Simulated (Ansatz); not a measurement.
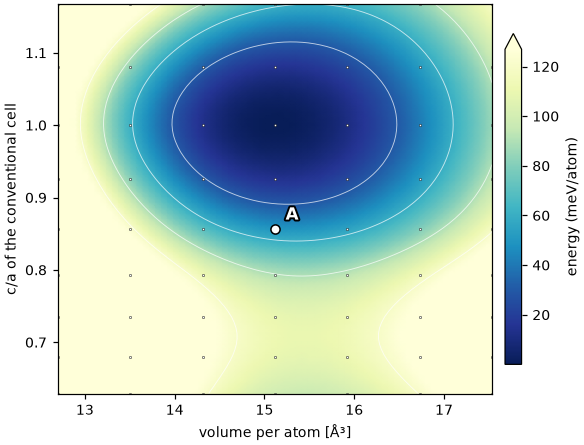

Al (Fm-3m, No. 225; 1 atom in the cell). The energy is mapped over volume and the cell's shape. The first coordinate is: volume per atom; the second: c/a of the conventional cell. Nothing is relaxed (symmetry fixes all fractional coordinates). Grid: 7 × 9 points. Points are written as (first, second). Energies are in meV/atom, from the lowest grid point. The calculation used DFT LDA+D3(BJ), scalar-relativistic, plane waves, PAW (Ansatz). Settings: cutoff 420 eV, k-mesh 22×22×22, gaussian smearing 0.15 eV, no spin polarisation.

Drawn: a smooth colour map with a few white contour lines, dots at the grid points, one colour for all values above the top of the scale, the point A. Between grid points the surface is interpolated.

Which way does the force act at A, and how strong is it?

Answer. A, at (15.12 Å³, 0.857), is not a stationary point. The computed force is 7.7 meV/atom for each Å³ towards larger values of volume per atom and 650 meV/atom for each unit towards larger values of c/a of the conventional cell.

PAW datasets: the set soft_1.
